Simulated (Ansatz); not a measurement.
## C$_{12}$H: single-point calculation (part 1 of 2)

The run: single-point calculation of C$_{12}$H (slab, 26 atoms in the cell). Method and program: DFT PBE, scalar-relativistic, plane waves, PAW, PAW set soft_1, no spin polarisation (Ansatz 0.2.0).

The structure derives from an entry of the Crystallography Open Database. Figures and captions count atoms from 1; the log counts them from 0 in places.

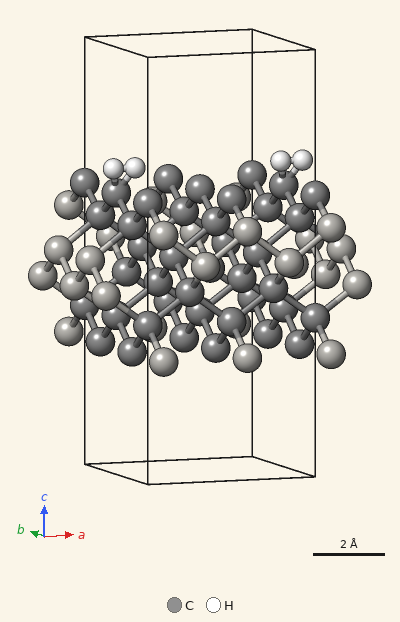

*The input geometry (ball-and-stick view of the cell of the calculation, with the vacuum cut short, seen slightly off an axis; neighbours outside the cell are drawn fainter). An atom can appear more than once, as a periodic image.*

Input:
```yaml
crystal:
  lattice:
    - [5.0509324483, 0.0, 0.0]
    - [0.0, 5.0509324483, 0.0]
    - [0.0, 0.0, 22.375493353]
  atoms:
    - { symbol: C, position: [0.0, 0.25, 0.178767008] }
    - { symbol: C, position: [0.0, 0.75, 0.178767008] }
    - { symbol: C, position: [0.5, 0.25, 0.178767008] }
    - { symbol: C, position: [0.5, 0.75, 0.178767008] }
    - { symbol: C, position: [0.0, 0.0, 0.218671699] }
    - { symbol: C, position: [0.0, 0.5, 0.218671699] }
    - { symbol: C, position: [0.5, 0.0, 0.218671699] }
    - { symbol: C, position: [0.5, 0.5, 0.218671699] }
    - { symbol: C, position: [0.25, 0.0, 0.2585763899] }
    - { symbol: C, position: [0.25, 0.5, 0.2585763899] }
    - { symbol: C, position: [0.75, 0.0, 0.2585763899] }
    - { symbol: C, position: [0.75, 0.5, 0.2585763899] }
    - { symbol: C, position: [0.25, 0.25, 0.2976014419] }
    - { symbol: C, position: [0.25, 0.75, 0.2976014419] }
    - { symbol: C, position: [0.75, 0.25, 0.2976014419] }
    - { symbol: C, position: [0.75, 0.75, 0.2976014419] }
    - { symbol: C, position: [0.0, 0.25, 0.3394883053] }
    - { symbol: C, position: [0.0, 0.75, 0.3394883053] }
    - { symbol: C, position: [0.5, 0.25, 0.3394883053] }
    - { symbol: C, position: [0.5, 0.75, 0.3394883053] }
    - { symbol: C, position: [0.0, 0.0, 0.3743154719] }
    - { symbol: C, position: [0.0, 0.5, 0.3743154719] }
    - { symbol: C, position: [0.5, 0.0, 0.3743154719] }
    - { symbol: C, position: [0.5, 0.5, 0.3743154719] }
    - { symbol: H, position: [0.9356554451, 0.375, 0.4087281209] }
    - { symbol: H, position: [1.0643445549, 0.375, 0.4087281209] }
basis:
  ecutwfc: 420
kpoints:
  mp_grid: { grid: [5, 5, 1] }
hamiltonian:
  xc: pbe
  pseudopotentials: { kind: paw, azcp: { folder: soft_1 } }
scf:
  occupations: { method: gaussian, width: 0.05 }
output:
  forces: true
  eigenvalues: true
  write_density: true
  write_potential: true
  elf: true
  volumetric_format: npy
efield:
  axis: 3
  dipole_correction: true
  ramp_width: 0.04
```

Machine: 2 threads of Arm Neoverse N1, 98 GiB of memory available, shared host.

Launch command:
```bash
ansatz run input.yaml --threads 2 --pin off --max-ram 6144MiB --backend cpu --events-out ev --progress --plain --runs-dir out
```

What the program printed:
```
Engine: ansatz 0.2.0, aarch64-unknown-linux-gnu
Pseudopotentials: kind: paw
Pseudopotential: C, paw, valence charge 4, recommended cutoff 420 eV (normal), [file]
Pseudopotential: H, paw, valence charge 1, recommended cutoff 420 eV (normal), [file]
Functional definition: PBE
  parameter kappa = 0.804
  parameter beta = 0.06672455060314922
  exchange = pbe_x(kappa = kappa, mu = beta*pi^2/3)
  correlation = pbe_c(beta = beta)
Crystal: 26 atoms, lattice volume = 570.842 Å³
Basis set: ecut = 420 eV, 11159 PW (Γ), exchange–correlation on 72×72×300 points (8 copies of the dense FFT grid, shifted against one another)
Bands: 75, of which v1, the nominal top of the filled ones, is band 49 counted from 1 (48 counted from 0)
Symmetry: 2 space group operations
Space group: Pm (ITA 6), of the structure as read, at distance tolerance 8.3e-5 Å
k-points: 9 of 25 (time reversal used)
Non-local potential: C, projectors of the file, l = 0: 2, l = 1: 2, l = 2: 1
Non-local potential: H, projectors of the file, l = 0: 2, l = 1: 1
PAW form: soft (Blöchl's): semilocal exchange-correlation on the pseudo side does not see the compensation charge
PAW one-centre angular grid: C, 110 points (default); XC on 64 Gauss nodes
PAW one-centre angular grid: H, 110 points (default); XC on 64 Gauss nodes
Initial density: superposition of atomic densities (neutral atoms: chi_scale 0, normalization atom)
Initial wavefunctions: pseudopotential atomic-orbital guess
Functional: x = pbe(κ = 0.804, μ = 0.2195149727645171), c = pbe(β = 0.06672455060314922)
SCF iter   1: F=—  HF=-6028.515924 eV  |F-HF|=—  |Δ(HF+E_count)|=         —  Δρ=6.72e-2  dr2=1.97e1  ethr=3.10e-3  p=-0.000 e·Å  D=-2.06e-7 V/Å  ΔV_dip=0.00 eV  dr2_dipole=1.36e-1  V_vac-E_F(+/−)=8.37/8.37 eV  ⟨swp⟩=8.7  Hψ=4180  notcnv=0  defer=64
efield: sawtooth ramp at fractional position 0.7737 (placed from the atoms, in the widest stretch of the axis that holds none; the zero of the levels goes with the place), width 0.0400; the density the first Hamiltonian is built on has a dipole p = -0.000 e·Å; the dipole correction subtracts the counter field D = -2.06e-7 V/Å, which shifts the + side's vacuum level by +0.00 eV against the − side's; the planar-averaged density in the ramp window peaks in size at 7.8e-7 e/Å³
preconditioner: auto → LDOS  [metal: Δε(μ)=0.045 eV  Ē_g=14.890 eV  σ=0.050 eV  W_gap=0.47  n_scr=86 (ndim 8)  ℏωp=15.4 eV  f_vac=0.641  D(μ)=8.96/eV (n_scr^D=48)  β→1.0]
SCF iter   2: F=—  HF=-6022.470668 eV  |F-HF|=—  |Δ(HF+E_count)|=    6.05e0  Δρ=1.92e-2  dr2=2.20e0  ethr=3.10e-3  p=0.206 e·Å  D=6.54e-2 V/Å  ΔV_dip=-1.46 eV  dr2_dipole=1.21e-3  V_vac-E_F(+/−)=6.36/7.83 eV  ⟨swp⟩=4.3  Hψ=1779  notcnv=0  defer=161
SCF iter   3: F=—  HF=-6022.282826 eV  |F-HF|=—  |Δ(HF+E_count)|=   1.88e-1  Δρ=7.50e-3  dr2=6.45e-1  ethr=2.24e-3  p=0.225 e·Å  D=7.13e-2 V/Å  ΔV_dip=-1.60 eV  dr2_dipole=4.39e-2  V_vac-E_F(+/−)=5.94/7.54 eV  ⟨swp⟩=2.3  Hψ=1185  notcnv=0  defer=162
SCF iter   4: F=—  HF=-6022.208151 eV  |F-HF|=—  |Δ(HF+E_count)|=   7.47e-2  Δρ=1.74e-3  dr2=2.22e-2  ethr=6.59e-4  p=0.241 e·Å  D=7.64e-2 V/Å  ΔV_dip=-1.71 eV  dr2_dipole=1.39e-3  V_vac-E_F(+/−)=5.81/7.52 eV  ⟨swp⟩=2.0  Hψ=905  notcnv=0  defer=162
SCF iter   5: F=—  HF=-6022.210745 eV  |F-HF|=—  |Δ(HF+E_count)|=   2.59e-3  Δρ=6.21e-4  dr2=3.81e-3  ethr=2.27e-5  p=0.252 e·Å  D=8.00e-2 V/Å  ΔV_dip=-1.79 eV  dr2_dipole=1.14e-7  V_vac-E_F(+/−)=5.72/7.51 eV  ⟨swp⟩=2.4  Hψ=1026  notcnv=0  defer=162
SCF iter   6: F=—  HF=-6022.210732 eV  |F-HF|=—  |Δ(HF+E_count)|=   1.33e-5  Δρ=2.28e-4  dr2=4.77e-4  ethr=3.89e-6  p=0.258 e·Å  D=8.18e-2 V/Å  ΔV_dip=-1.83 eV  dr2_dipole=2.41e-5  V_vac-E_F(+/−)=5.66/7.49 eV  ⟨swp⟩=2.0  Hψ=931  notcnv=0  defer=162
SCF iter   7: F=—  HF=-6022.210784 eV  |F-HF|=—  |Δ(HF+E_count)|=   5.15e-5  Δρ=7.58e-5  dr2=8.19e-5  ethr=4.86e-7  p=0.261 e·Å  D=8.26e-2 V/Å  ΔV_dip=-1.85 eV  dr2_dipole=1.63e-5  V_vac-E_F(+/−)=5.64/7.49 eV  ⟨swp⟩=2.1  Hψ=1003  notcnv=0  defer=162
SCF iter   8: F=—  HF=-6022.211129 eV  |F-HF|=—  |Δ(HF+E_count)|=   3.45e-4  Δρ=2.46e-5  dr2=4.81e-6  ethr=8.36e-8  p=0.261 e·Å  D=8.29e-2 V/Å  ΔV_dip=-1.85 eV  dr2_dipole=5.30e-7  V_vac-E_F(+/−)=5.64/7.49 eV  ⟨swp⟩=2.4  Hψ=1038  notcnv=0  defer=162
SCF iter   9: F=—  HF=-6022.211132 eV  |F-HF|=—  |Δ(HF+E_count)|=   3.28e-6  Δρ=8.23e-6  dr2=4.45e-7  ethr=4.91e-9  p=0.262 e·Å  D=8.29e-2 V/Å  ΔV_dip=-1.86 eV  dr2_dipole=5.66e-9  V_vac-E_F(+/−)=5.64/7.49 eV  ⟨swp⟩=2.0  Hψ=938  notcnv=0  defer=162
SCF iter  10: F=-6022.211133 eV  HF=-6022.211132 eV  |F-HF|=2.82e-7  |Δ(HF+E_count)|=   5.54e-7  Δρ=2.86e-6  dr2=5.23e-8  ethr=1.02e-10  p=0.262 e·Å  D=8.30e-2 V/Å  ΔV_dip=-1.86 eV  dr2_dipole=3.50e-10  V_vac-E_F(+/−)=5.64/7.49 eV  ⟨swp⟩=37.7  Hψ=9535  notcnv=0
SCF 1 converged in 10 iterations: F = -6022.211133 eV  dr2 = 5.23e-8
  greatest PAW one-centre occupation: 0.689 electrons in one spin orbital (limit 2), on the C atom at site 23 (counted from 0), in its partial waves of l = 0
```

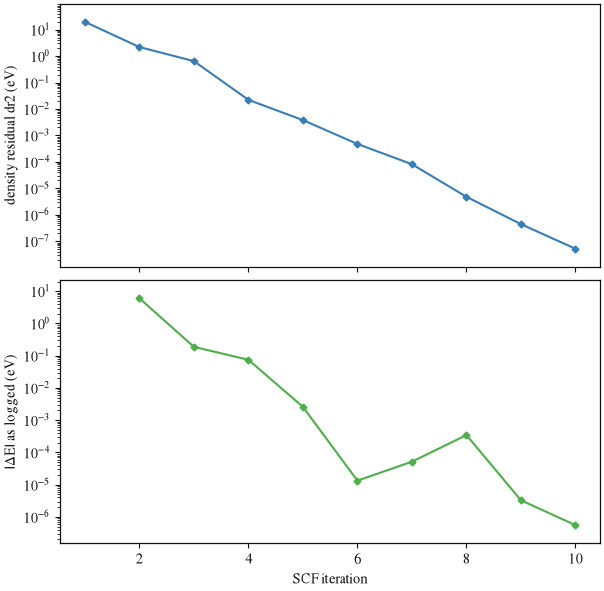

*Convergence of the self-consistent field: density residual dr2 and size of the energy change against the SCF iteration.*

The residual falls at every step.

```
WARN: The output density's exchange-correlation potential varies sharply where the density is thin. Do not read a vacuum level from v_tot or v_xc, or from such a field of the output density. On a cell that repeats whose density bears no net charge and no dipole along the vacuum's axis use v_es (v_loc + v_h of the components); under efield.dipole_correction with no amplitude use v_es + v_field, which holds any external_charges[].barrier, or the levels of the report's work_function block, which leave it out; under a non-zero efield.amplitude the vacuum is tilted and has no level; on a cell that repeats and bears such a dipole with no correction it is tilted too, and efield.dipole_correction with no amplitude gives each side of its ramp a level where efield: is served; in a cell that repeats whose density bears a net charge (total_charge, or a fill off its count) it is curved and has none; of a slab under crystal.periodic whose density bears no net charge use v_es, which has a level on each side, short of where the two are joined; of another it falls or rises all the way out and has none; of a slab beside external_charges read slab_vacuum_level instead, which it has where they leave it neutral. The grid or the basis barely resolves most such structure, and the values can differ between equally converged runs; as a rule a tighter scf.convergence.dr2_threshold does not remove it. Where the density itself ripples (under the LDA too) a higher basis.ecutwfc lessens it. The files hold the spikes' plane waves up to the density's cutoff. Files: v_tot_of_output_density and the like, and their columns of v_z.tsv (output.write_potential); v_xc_of_output_density and the like, and their columns of v_comp_z.tsv (output.write_potential_components). Measured: with its Gaussian average of σ = 0.25 Å subtracted twice, the exchange-correlation potential is over 0.1 eV at 2 of the grid points where the equally averaged density (valence and model cores) is under 1e-3 e/Å³, and 0.130 eV at the most among them, at an averaged density of 1.2e-7 e/Å³. The input density's (outcome.potential() and, of a run that writes arrays, v_tot and v_xc) is over 0.1 eV, so measured, at 467 points of its own thin density, 0.199 eV at the most. See output.write_potential in the manual, Limitations
SCF converged after 10 iterations
Free energy (F): -6022.211133 eV
Harris-Foulkes:  -6022.211132 eV  (|F-HF|=2.82e-7)
Internal energy: -6022.201760 eV  (E = F + TS)
E sigma→0 (E₀):  -6022.206447 eV
Entropy (-TS):   -0.009372 eV (-0.360 meV/atom)
Fermi energy:    -1.681170 eV
Dipole field:    D = 0.082950 V/Å  (p = 0.261679 e·Å, saw-weighted, corrected)
Work function:   Φ+ = 5.6357 eV   Φ− = 7.4917 eV
Levels:          The Fermi level and band energies are counted from a zero that moves with the ramp; work functions are not
--- Per-component energies (eV) ---
  E_band       = -982.089825
  E_kinetic    = 2111.251540
  E_local      = -73500.170011  (includes V_loc(G=0)·N_el)
  E_nonlocal   = 562.388786
  E_hartree    = 35712.406209
  E_xc         = -1137.584204
  E_vxc        = -1402.913202  (∫ρ·V_xc dr)
  E_paw        = -2395.068179  (= ΣΔE_a)
  E_vpaw       = -179.862663  (= ΣTr[D̂ρ^β])
  E_aug_tail   = -0.002204  (compensation charges beyond the density's cutoff)
  E_efield     = 0.010853  (sawtooth field / dipole correction)
  E_vefield    = 2.417999  (∫n·V_field dr)
  E_ewald      = 32624.565449
  E_smearing   = -0.009372  (= −TS)
  E_closure    = 0.000000  (closes the sum)
  Σ components = -6022.211133   (vs F -6022.211133, Δ=0.00e0)
```
